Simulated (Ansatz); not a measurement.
## C: geometry relaxation

System: C (P6/mmm, 2 atoms in the cell).
Method: DFT PBE, scalar-relativistic, plane waves, PAW, PAW set soft_1, no spin polarisation (Ansatz 0.2.0).

The structure derives from a Materials Project entry.

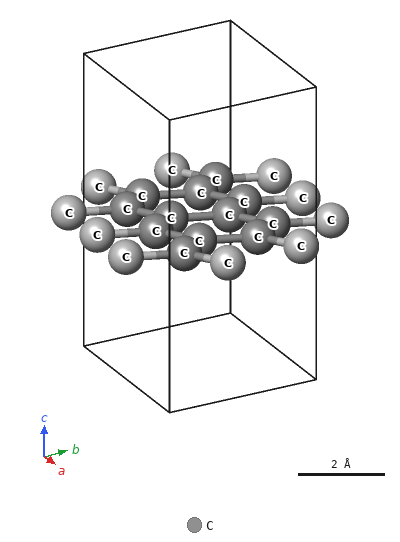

Fig. 1: The structure as given in the input (ball-and-stick view of the 3 × 2 repeat of the cell, with the vacuum cut short, seen slightly off an axis; neighbours outside the cell are drawn fainter). An atom can appear more than once, as a periodic image. Near neighbours in the periodic cell (some may lie outside the picture): C has 3 C at 1.42 Å.

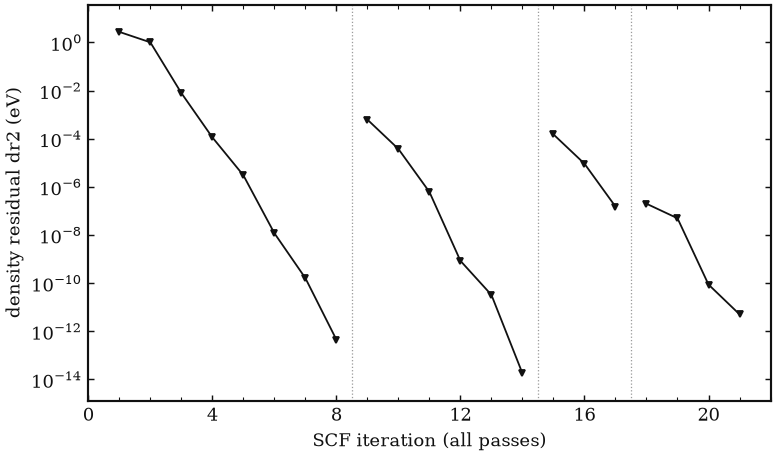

Fig. 2: Convergence of the self-consistent field: density residual dr2 against the SCF iteration. The dotted lines part the SCF passes of the relaxation: geometry steps, rejected trials and re-solves on a re-selected basis. The passes take 8, 6, 3 and 4 iterations.

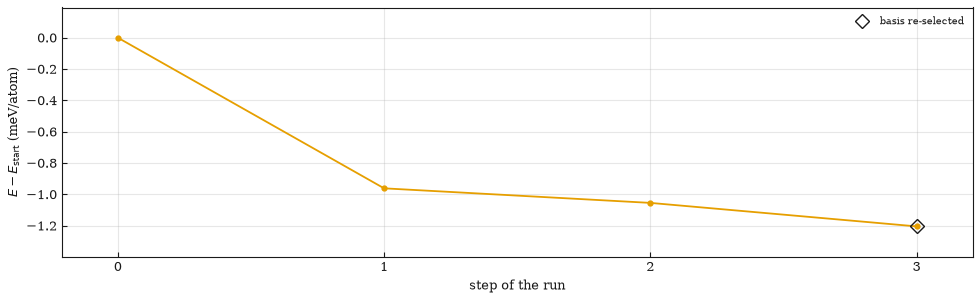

Fig. 3: Progress of the relaxation, step by step (the first geometry is step 0 here and step 1 in the log). The atoms keep their places relative to the cell (all moves are under 0.005 Å). Among the contacts that change: C1–C2 1.418 → 1.424 Å. The space group stays P6/mmm (No. 191). Over 2 geometry steps the energy falls by 1.1 meV per atom. All forces vanish by symmetry, so only the cell relaxes. A last SCF at the same geometry on a re-selected plane-wave basis shifts the energy by −0.2 meV per atom. (Atoms are counted from 1 in the order of the input.)

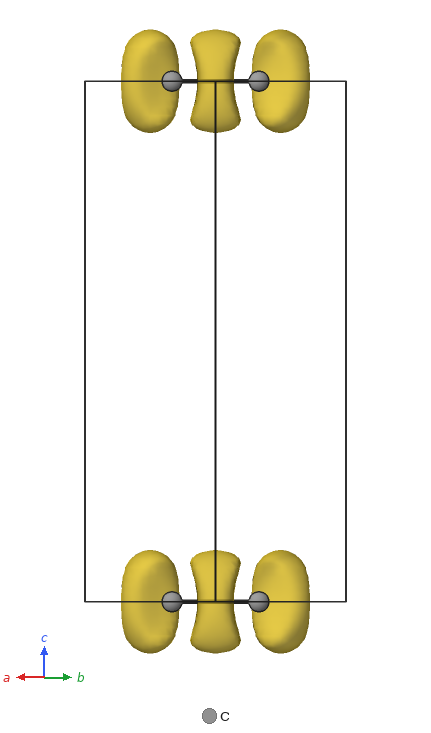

Fig. 4: Isosurface of the ELF at 0.7 (yellow), seen along [110]. Core shells and regions of very low density are left out. Sticks mark near contacts. The outline is the cell set on symmetry axes. The ELF exceeds this value in three regions between bonded C–C atoms (shared pairs), counted in one cell of 2 atoms. Along the contacts the grid gives the following. C–C (1.42 Å): the ELF peaks at about 0.95 between the atoms, as expected for localised, shared-pair bonding. The fields are those of the smooth PAW valence density.

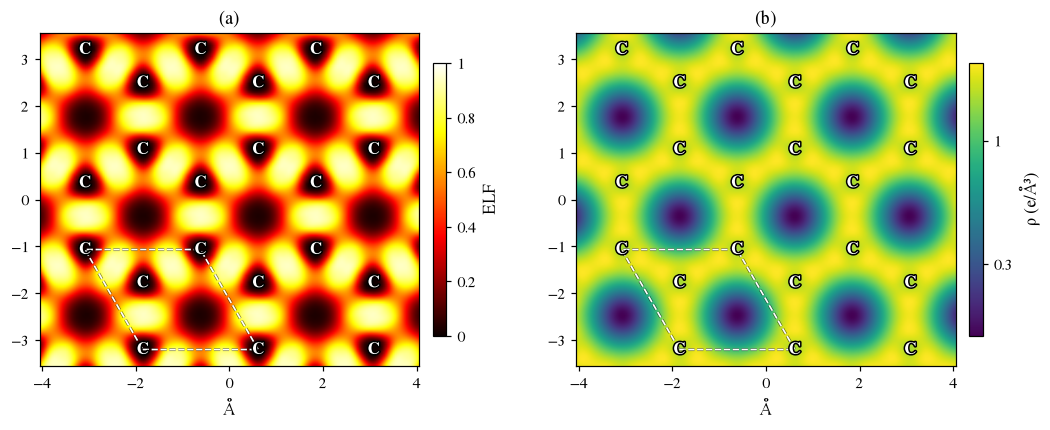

Fig. 5: (a) ELF; (b) valence charge density (pseudo) on the (001) plane of the conventional cell. C–C (1.42 Å): ρ at the midpoint is about 2 e/Å³, a local maximum along the line; the ELF peaks at about 0.95 between the atoms, as expected for localised, shared-pair bonding. Away from the nuclei the density in this plane falls to 0.15 e/Å³ at its lowest.

The input that produced these results follows, with the program's output.

## The input
```yaml
crystal:
  lattice:
    - [2.4561701622, 0.0, 0.0]
    - [-1.2280850811, 2.1271057565, 0.0]
    - [0.0, 0.0, 8.52380336]
  atoms:
    - { symbol: C, position: [0.33333333, 0.66666667, 0.0] }
    - { symbol: C, position: [0.66666667, 0.33333333, 0.0] }
basis:
  ecutwfc: 420
kpoints:
  mp_grid: { grid: [21, 21, 6] }
hamiltonian:
  xc: pbe
  pseudopotentials: { kind: paw, azcp: { folder: soft_1 } }
scf:
  occupations: { method: gaussian, width: 0.1 }
output:
  forces: true
  stress: true
  eigenvalues: true
  write_density: true
  write_potential: true
  elf: true
  volumetric_format: npy
relax:
  adjacent_minimum: "off"
  f_tol: 0.005
  max_steps: 80
  cell: { stress_tol: 0.05 }
```

Launched with:
```bash
ansatz run input.yaml --threads 1 --pin off --max-ram 3072MiB --backend cpu --events-out ev --progress --plain --runs-dir out
```

## The program's output
```
Engine: ansatz 0.2.0, aarch64-unknown-linux-gnu
Pseudopotentials: kind: paw
Pseudopotential: C, paw, valence charge 4, recommended cutoff 420 eV (normal), [file]
Functional definition: PBE
  parameter kappa = 0.804
  parameter beta = 0.06672455060314922
  exchange = pbe_x(kappa = kappa, mu = beta*pi^2/3)
  correlation = pbe_c(beta = beta)
Crystal: 2 atoms, lattice volume = 44.533 Å³
Basis set: ecut = 420 eV, 839 PW (Γ), exchange–correlation on 36×36×120 points (8 copies of the dense FFT grid, shifted against one another)
Bands: 8, of which v1, the nominal top of the filled ones, is band 4 counted from 1 (3 counted from 0)
Symmetry: 24 space group operations
Space group: P6/mmm (ITA 191), of the structure as read, at distance tolerance 3.5e-5 Å
k-points: 192 of 2646
Non-local potential: C, projectors of the file, l = 0: 2, l = 1: 2, l = 2: 1
PAW form: soft (Blöchl's): semilocal exchange-correlation on the pseudo side does not see the compensation charge
PAW one-centre angular grid: C, 110 points (default); XC on 64 Gauss nodes
Initial density: superposition of atomic densities (neutral atoms: chi_scale 0, normalization atom)
Initial wavefunctions: pseudopotential atomic-orbital guess
Functional: x = pbe(κ = 0.804, μ = 0.2195149727645171), c = pbe(β = 0.06672455060314922)
SCF iter   1: F=—  HF=-503.086323 eV  |F-HF|=—  |Δ(HF+E_count)|=         —  Δρ=8.19e-2  dr2=2.74e0  ethr=3.10e-3  ⟨swp⟩=6.1  Hψ=12357  notcnv=0
preconditioner: auto → none  [metal: Δε(μ)=0.000 eV  Ē_g=18.748 eV  σ=0.100 eV  W_gap=0.00  n_scr=4 (ndim 8)  ℏωp=15.7 eV  f_vac=0.523  D(μ)=0.10/eV (n_scr^D=0)  sad-step TF]
SCF iter   2: F=—  HF=-502.350249 eV  |F-HF|=—  |Δ(HF+E_count)|=   7.36e-1  Δρ=4.40e-2  dr2=1.01e0  ethr=3.10e-3  ⟨swp⟩=2.7  Hψ=4527  notcnv=0
SCF iter   3: F=—  HF=-501.883527 eV  |F-HF|=—  |Δ(HF+E_count)|=   4.67e-1  Δρ=5.05e-3  dr2=7.92e-3  ethr=3.10e-3  ⟨swp⟩=3.7  Hψ=4752  notcnv=0
SCF iter   4: F=—  HF=-501.882265 eV  |F-HF|=—  |Δ(HF+E_count)|=   1.26e-3  Δρ=6.97e-4  dr2=1.14e-4  ethr=9.90e-5  ⟨swp⟩=2.7  Hψ=3731  notcnv=0
SCF iter   5: F=—  HF=-501.882335 eV  |F-HF|=—  |Δ(HF+E_count)|=   6.90e-5  Δρ=8.51e-5  dr2=3.03e-6  ethr=1.43e-6  ⟨swp⟩=2.3  Hψ=2293  notcnv=0
SCF iter   6: F=—  HF=-501.882355 eV  |F-HF|=—  |Δ(HF+E_count)|=   2.04e-5  Δρ=7.52e-6  dr2=1.19e-8  ethr=1.25e-9  ⟨swp⟩=13.5  Hψ=14673  notcnv=0
iter 7 did not close the SCF: its close was put off until two iterations running show no level that it waits for move by more than its bar (scf_convergence_deferred on its scf_iter line)
SCF iter   7: F=-501.882355 eV  HF=-501.882355 eV  |F-HF|=6.28e-11  |Δ(HF+E_count)|=   1.08e-8  Δρ=7.02e-7  dr2=1.62e-10  ethr=1.49e-10  ⟨swp⟩=5.7  Hψ=7812  notcnv=0
SCF iter   8: F=-501.882355 eV  HF=-501.882355 eV  |F-HF|=8.53e-13  |Δ(HF+E_count)|=  2.37e-11  Δρ=5.13e-8  dr2=4.50e-13  ethr=2.02e-12  ⟨swp⟩=4.8  Hψ=7143  notcnv=0
SCF 1 converged in 8 iterations: F = -501.882355 eV  dr2 = 4.50e-13
  greatest PAW one-centre occupation: 0.675 electrons in one spin orbital (limit 2), on the C atom at site 1 (counted from 0), in its partial waves of l = 0
relax step   1: F+E_penalty+E_count = -501.88235495 eV  Δ(F+E_penalty+E_count) = +0.000e0 eV  max|allowed force component| = 1.665e-16 eV/Å  Δτ_max = 0.0000 Å  P = +1.384 GPa  Ω = 44.533 Å³  (8 SCF iters, accepted)
Crystal: 2 atoms, lattice volume = 44.777 Å³
Initial density: handed on by an earlier stage of this run
Initial wavefunctions: those handed on with the density
iter 1 solved again at ethr=7.60e-6 eV; its pass at ethr=3.10e-3 eV (dr2=6.08e-4 eV) is discarded
SCF iter   1: F=—  HF=-501.884528 eV  |F-HF|=—  |Δ(HF+E_count)|=         —  Δρ=1.11e-3  dr2=6.23e-4  ethr=7.60e-6  ⟨swp⟩=1.7  Hψ=14056  notcnv=0
preconditioner: auto → none  [metal: Δε(μ)=0.000 eV  Ē_g=16.664 eV  σ=0.100 eV  W_gap=0.00  n_scr=4 (ndim 8)  ℏωp=15.7 eV  f_vac=0.571  D(μ)=0.10/eV (n_scr^D=0)]
SCF iter   2: F=—  HF=-501.884268 eV  |F-HF|=—  |Δ(HF+E_count)|=   2.60e-4  Δρ=3.23e-4  dr2=3.75e-5  ethr=7.60e-6  ⟨swp⟩=2.9  Hψ=2334  notcnv=0
SCF iter   3: F=—  HF=-501.884278 eV  |F-HF|=—  |Δ(HF+E_count)|=   1.00e-5  Δρ=6.19e-5  dr2=6.14e-7  ethr=4.69e-7  ⟨swp⟩=2.5  Hψ=2278  notcnv=0
iter 4 did not close the SCF: its close was put off until two iterations running show no level that it waits for move by more than its bar (scf_convergence_deferred on its scf_iter line)
SCF iter   4: F=-501.884278 eV  HF=-501.884278 eV  |F-HF|=1.15e-9  |Δ(HF+E_count)|=   3.11e-7  Δρ=2.38e-6  dr2=8.46e-10  ethr=2.50e-9  ⟨swp⟩=11.0  Hψ=11979  notcnv=0
iter 5 did not close the SCF: its close was put off until two iterations running show no level that it waits for move by more than its bar (scf_convergence_deferred on its scf_iter line)
SCF iter   5: F=-501.884278 eV  HF=-501.884278 eV  |F-HF|=6.06e-11  |Δ(HF+E_count)|=   1.22e-9  Δρ=4.73e-7  dr2=3.24e-11  ethr=1.06e-11  ⟨swp⟩=5.1  Hψ=7360  notcnv=0
SCF iter   6: F=-501.884278 eV  HF=-501.884278 eV  |F-HF|=1.71e-13  |Δ(HF+E_count)|=  6.80e-11  Δρ=1.06e-8  dr2=1.79e-14  ethr=1.00e-12  ⟨swp⟩=4.3  Hψ=6669  notcnv=0
SCF 2 converged in 6 iterations: F = -501.884278 eV  dr2 = 1.79e-14
  greatest PAW one-centre occupation: 0.674 electrons in one spin orbital (limit 2), on the C atom at site 1 (counted from 0), in its partial waves of l = 0
relax step   2: F+E_penalty+E_count = -501.88427839 eV  Δ(F+E_penalty+E_count) = -1.923e-3 eV  max|allowed force component| = 6.291e-16 eV/Å  Δτ_max = 0.0000 Å  P = +0.464 GPa  Ω = 44.777 Å³  energy of the carried Pulay correction = -1.914e-4 eV  (6 SCF iters, dr2 threshold 2.00e-7 eV, accepted)
Crystal: 2 atoms, lattice volume = 44.895 Å³
iter 1 solved again at ethr=1.81e-6 eV; its pass at ethr=3.10e-3 eV (dr2=1.45e-4 eV) is discarded
SCF iter   1: F=—  HF=-501.884508 eV  |F-HF|=—  |Δ(HF+E_count)|=         —  Δρ=5.50e-4  dr2=1.51e-4  ethr=1.81e-6  ⟨swp⟩=1.9  Hψ=14041  notcnv=0
preconditioner: auto → none  [metal: Δε(μ)=0.000 eV  Ē_g=16.653 eV  σ=0.100 eV  W_gap=0.00  n_scr=4 (ndim 8)  ℏωp=15.7 eV  f_vac=0.570  D(μ)=0.10/eV (n_scr^D=0)]
SCF iter   2: F=—  HF=-501.884467 eV  |F-HF|=—  |Δ(HF+E_count)|=   4.12e-5  Δρ=1.62e-4  dr2=9.15e-6  ethr=1.81e-6  ⟨swp⟩=2.9  Hψ=2341  notcnv=0
SCF iter   3: F=-501.884464 eV  HF=-501.884464 eV  |F-HF|=6.91e-8  |Δ(HF+E_count)|=   2.82e-6  Δρ=3.07e-5  dr2=1.52e-7  ethr=2.50e-9  ⟨swp⟩=9.4  Hψ=12790  notcnv=0
SCF 3 converged in 3 iterations: F = -501.884464 eV  dr2 = 1.52e-7
  greatest PAW one-centre occupation: 0.673 electrons in one spin orbital (limit 2), on the C atom at site 1 (counted from 0), in its partial waves of l = 0
relax step   3: F+E_penalty+E_count = -501.88446428 eV  Δ(F+E_penalty+E_count) = -1.859e-4 eV  max|allowed force component| = 1.850e-17 eV/Å  Δτ_max = 0.0000 Å  P = +0.004 GPa  Ω = 44.895 Å³  energy of the carried Pulay correction = -2.819e-4 eV  (3 SCF iters, dr2 threshold 2.00e-7 eV, accepted)
Initial wavefunctions: pseudopotential atomic-orbital guess (no wavefunctions were taken with the density)
iter 1 solved again at ethr=6.46e-8 eV; its pass at ethr=3.10e-3 eV (dr2=5.17e-6 eV) is discarded
SCF iter   1: F=—  HF=-501.884737 eV  |F-HF|=—  |Δ(HF+E_count)|=         —  Δρ=4.14e-5  dr2=1.99e-7  ethr=6.46e-8  ⟨swp⟩=3.6  Hψ=16679  notcnv=0
preconditioner: auto → none  [metal: Δε(μ)=0.000 eV  Ē_g=16.671 eV  σ=0.100 eV  W_gap=0.00  n_scr=4 (ndim 8)  ℏωp=15.7 eV  f_vac=0.570  D(μ)=0.10/eV (n_scr^D=0)]
SCF iter   2: F=—  HF=-501.884762 eV  |F-HF|=—  |Δ(HF+E_count)|=   2.53e-5  Δρ=2.07e-5  dr2=4.95e-8  ethr=2.49e-9  ⟨swp⟩=1.6  Hψ=1756  notcnv=0
SCF iter   3: F=—  HF=-501.884764 eV  |F-HF|=—  |Δ(HF+E_count)|=   1.83e-6  Δρ=6.95e-7  dr2=8.73e-11  ethr=6.19e-10  ⟨swp⟩=2.4  Hψ=2245  notcnv=0
SCF iter   4: F=-501.884764 eV  HF=-501.884764 eV  |F-HF|=1.55e-10  |Δ(HF+E_count)|=   1.96e-9  Δρ=2.00e-7  dr2=5.07e-12  ethr=1.00e-12  ⟨swp⟩=10.1  Hψ=10248  notcnv=0
SCF 4 converged in 4 iterations: F = -501.884764 eV  dr2 = 5.07e-12
relax step   4: F+E_penalty+E_count = -501.88476385 eV  Δ(F+E_penalty+E_count) = -2.996e-4 eV  max|allowed force component| = 1.480e-16 eV/Å  Δτ_max = 0.0000 Å  P = +0.016 GPa  Ω = 44.895 Å³  stress off target by 2.42e-2 GPa  SCF on the basis re-selected at this cell (its energy is not comparable with the rows above)  (4 SCF iters)
basis re-selected at this cell: Δ(F+E_penalty+E_count) = -2.996e-4 eV, ΔP = +0.012 GPa vs the last step (what re-selecting the basis moved, of the pressure what is left beyond the Pulay correction that the steps carried, after the strain that the cell walked since its last selection, with what the two solves' SCF thresholds leave and, on support functions, any second-order correction that the steps lacked; it is no measure of the basis error at this ecutwfc). This SCF's stress stands 2.42e-2 GPa from its target on what of the cell is left free (relax.cell.stress_tol is 5.00e-2 GPa) and its largest allowed force component is 1.48e-16 eV/Å (relax.f_tol is 5.00e-3 eV/Å): within both
WARN: The output density's exchange-correlation potential varies sharply where the density is thin. Do not read a vacuum level from v_tot or v_xc, or from such a field of the output density. On a cell that repeats whose density bears no net charge and no dipole along the vacuum's axis use v_es (v_loc + v_h of the components); under efield.dipole_correction with no amplitude use v_es + v_field, which holds any external_charges[].barrier, or the levels of the report's work_function block, which leave it out; under a non-zero efield.amplitude the vacuum is tilted and has no level; on a cell that repeats and bears such a dipole with no correction it is tilted too, and efield.dipole_correction with no amplitude gives each side of its ramp a level where efield: is served; in a cell that repeats whose density bears a net charge (total_charge, or a fill off its count) it is curved and has none; of a slab under crystal.periodic whose density bears no net charge use v_es, which has a level on each side, short of where the two are joined; of another it falls or rises all the way out and has none; of a slab beside external_charges read slab_vacuum_level instead, which it has where they leave it neutral. The grid or the basis barely resolves most such structure, and the values can differ between equally converged runs; as a rule a tighter scf.convergence.dr2_threshold does not remove it. Where the density itself ripples (under the LDA too) a higher basis.ecutwfc lessens it. The files hold the spikes' plane waves up to the density's cutoff. Files: v_tot_of_output_density and the like, and their columns of v_z.tsv (output.write_potential); v_xc_of_output_density and the like, and their columns of v_comp_z.tsv (output.write_potential_components). Measured: with its Gaussian average of σ = 0.25 Å subtracted twice, the exchange-correlation potential is over 0.1 eV at 376 of the grid points where the equally averaged density (valence and model cores) is under 1e-3 e/Å³, and 0.640 eV at the most among them, at an averaged density of 5.1e-6 e/Å³. The input density's (outcome.potential() and, of a run that writes arrays, v_tot and v_xc) is over 0.1 eV, so measured, at 372 points of its own thin density, 0.681 eV at the most. See output.write_potential in the manual, Limitations
SCF converged after 4 iterations
Free energy (F): -501.884764 eV
Harris-Foulkes:  -501.884764 eV  (|F-HF|=1.55e-10)
Internal energy: -501.884252 eV  (E = F + TS)
E sigma→0 (E₀):  -501.884508 eV
Entropy (-TS):   -0.000512 eV (-0.256 meV/atom)
Fermi energy:    0.191749 eV
--- Per-component energies (eV) ---
  E_band       = -71.658965
  E_kinetic    = 176.861414
  E_local      = -1184.923838  (includes V_loc(G=0)·N_el)
  E_nonlocal   = 46.854665
  E_hartree    = 510.383053
  E_xc         = -93.842725
  E_vxc        = -115.545389  (∫ρ·V_xc dr)
  E_paw        = -200.187954  (= ΣΔE_a)
  E_vpaw       = -15.671974  (= ΣTr[D̂ρ^β])
  E_aug_tail   = 0.000033  (compensation charges beyond the density's cutoff)
  E_ewald      = 242.971100
  E_smearing   = -0.000512  (= −TS)
  E_closure    = 0.000000  (closes the sum)
  Σ components = -501.884764   (vs F -501.884764, Δ=0.00e0)
--- Forces (eV/Å), atoms counted from 1 ---
  atom   1  C      0.00000000     0.00000000     0.00000000
  atom   2  C      0.00000000    -0.00000000     0.00000000
  max |Σ_I F_I| component: 0.00e0 eV/Å
--- Stress (GPa, compression-positive) ---
        0.024223       0.000000       0.000000
        0.000000       0.024223       0.000000
        0.000000       0.000000      -0.000385
  P = ⅓ Tr σ = 0.0160 GPa (0.160 kbar)
--- Band table (eV; the first three rows and the last of 192) ---
  k-point 0: bands = ["-19.3315", "-7.4282", "-2.8528", "-2.8528", "3.1788", "5.4966", "7.1915", "8.5168"]
  k-point 1: bands = ["-19.3315", "-7.4283", "-2.8528", "-2.8528", "3.2655", "5.1208", "7.6798", "8.5168"]
  k-point 2: bands = ["-19.3315", "-7.4285", "-2.8528", "-2.8528", "3.5224", "4.4965", "8.5168", "8.5168"]
  k-point 191: bands = ["-12.4148", "-12.4148", "-10.3755", "0.1917", "0.1917", "10.7899", "13.1376", "13.1376"]
--- Relaxed structure (3 steps of the walk, 3 accepted, 1 SCFs on fresh bases) ---
  F+E_penalty+E_count = -501.88476385 eV   max|allowed force component| = 1.480e-16 eV/Å   (the final SCF, on the basis selected at the relaxed cell)
  cell:  # Å, volume = 44.8947 Å³
    - [2.4663455319136505, 0.0, 0.0]
    - [-1.2331727659568252, 2.135917885147465, 0.0]
    - [0.0, 0.0, 8.522296420451127]
  atoms:
    - { symbol: C, position: [0.3333333333333333, 0.6666666666666666, 0.0] }
    - { symbol: C, position: [0.6666666666666666, 0.3333333333333333, 0.0] }
```

## Trajectory as extended XYZ (Å, eV, eV/Å), 4 frames, from step=1 to step=4
```
2
Lattice="2.4562 0.0000 0.0000 -1.2281 2.1271 0.0000 0.0000 0.0000 8.5238" Properties=species:S:1:pos:R:3:forces:R:3 step=1 energy=-501.88236 pressure_GPa=1.38
C     0.0000    1.4181    0.0000    0.0000   0.0000   0.0000
C     1.2281    0.7090    0.0000    0.0000   0.0000   0.0000
2
Lattice="2.4629 0.0000 0.0000 -1.2315 2.1329 0.0000 0.0000 0.0000 8.5237" Properties=species:S:1:pos:R:3:forces:R:3 step=2 energy=-501.88428 pressure_GPa=0.46
C     0.0000    1.4220    0.0000    0.0000   0.0000   0.0000
C     1.2315    0.7110    0.0000    0.0000   0.0000   0.0000
2
Lattice="2.4663 0.0000 0.0000 -1.2332 2.1359 0.0000 0.0000 0.0000 8.5223" Properties=species:S:1:pos:R:3:forces:R:3 step=3 energy=-501.88446 pressure_GPa=0.00
C     0.0000    1.4239    0.0000    0.0000   0.0000   0.0000
C     1.2332    0.7120    0.0000    0.0000   0.0000   0.0000
2
Lattice="2.4663 0.0000 0.0000 -1.2332 2.1359 0.0000 0.0000 0.0000 8.5223" Properties=species:S:1:pos:R:3:forces:R:3 step=4 energy=-501.88476 pressure_GPa=0.02
C     0.0000    1.4239    0.0000    0.0000   0.0000   0.0000
C     1.2332    0.7120    0.0000    0.0000   0.0000   0.0000
```

## Summary

| quantity | value |
| --- | --- |
| outcome | converged |
| space group (tolerance 0.01 Å) | P6/mmm (191) |
| electrons treated | 8 |
| free energy | −501.8848 eV |
| Fermi energy | 0.192 eV |
| gap on the k-point mesh | none (metallic) |
| pressure | 0.02 GPa |
| final volume | 44.89 Å³ |
| largest force (length of the vector) at the end | under 0.001 eV/Å |
| final cell | a = 2.466 Å, b = 2.466 Å, c = 8.522 Å, α = 90.00°, β = 90.00°, γ = 120.00° |
| hardware | 1 thread of Arm Neoverse V2, 24 GiB of memory available, shared host |
| wall time | 19 s |
| peak memory | 0.35 GiB |

## Notes

The program warns: the exchange-correlation potential is rough where the density is thin.
